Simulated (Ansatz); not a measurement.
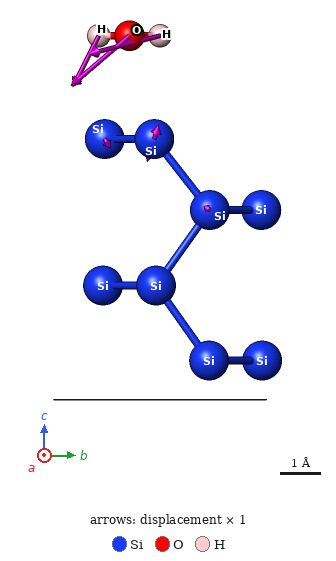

This is a constrained relaxation of a slab of composition Si16H2O (cut from the Fd-3m phase). The starting structure is drawn; purple arrows show the displacements, at their true length.

The picture is a ball-and-stick view of the cell of the calculation, outlined in the plane, without the vacuum (origin shifted), seen along the a axis.

Case: 1 H2O a cell, flat, over a bridge Si-Si site. The slab is the (1 1 0) face of Si with H2O on it. 8 atoms are held fixed.

The calculation used DFT PBE+D3(BJ), scalar-relativistic, plane waves, PAW in Ansatz. Settings: plane-wave cutoff 420 eV; k-point mesh 2 × 3 × 1; occupations gaussian; smearing width 0.05 eV; no spin polarisation; dipole correction; atoms relaxed in a fixed cell; force threshold 0.04 eV/Å; at most 100 steps.

Question: What happened in the run?

Answer: The largest move is that of an H atom, 2.28 Å at 78° to the normal (−c side). By element the largest moves are H 2.28 Å, O 2.02 Å, Si 0.63 Å. The cell stays as it was. Some distances before and after: O–Si 2.879 → 2.006 Å, Si–Si 2.298 → 2.445 Å, Si–Si 2.303 → 2.382 Å, Si–Si 2.325 → 2.396 Å. New bonds form: O–Si (2.88 → 2.01 Å). Bond angles that change, for instance: Si–Si–Si 109.9° → 134.1°, Si–Si–Si 109.9° → 86.7°, Si–Si–Si 106.5° → 85.7°. After 25 accepted moves (27 points after the start) the energy has fallen by 0.786 eV per cell of the calculation. Largest force component: 0.7 eV/Å at the start, 0.022 eV/Å at the end. The line search rejected the trial step at point 24 of the run. 1 step only repeated the SCF at the same geometry.

Limits of the set-up: the periodic images lie only 5.4 Å apart, so the values are limited by the cell's size.
